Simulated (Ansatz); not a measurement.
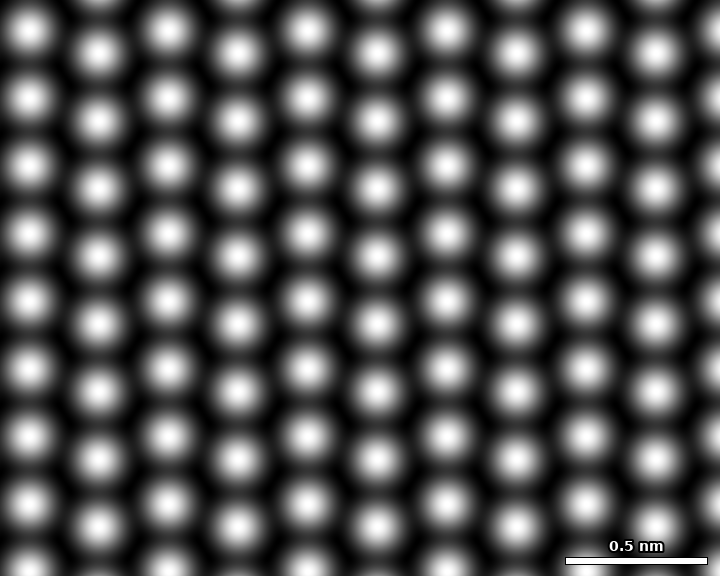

Z-contrast image of Mo. The image is simulated as a sum over atoms of Z^1.7, blurred by a 1.30 Å probe (no channelling). The probe carries 25 % of its weight in a tail 2.5 times as wide. The display is stretched by a gamma of 0.8; percentages refer to the linear signal.

**Measure the repeat of the pattern.**

The pattern repeats on a rectangular net of 2.4 × 5.0 Å.

**Which plane group does this projection have?**

p2mg: mirror lines in one direction, glide lines across them, twofold points on the glide lines.

**How many columns does the smallest repeating cell hold, and how many levels of brightness?**

2 columns in the primitive cell of 12.0 Å², all of one brightness.

The crystal is Mo (P6_3/mmc, No. 194) seen along [100]. Structure: coordinates from a relaxation with DFT, BLYP, plane waves (420 eV) with PAW, scalar-relativistic (Ansatz 0.2.0); the starting structure was generated, so it need not be a known form of this composition.
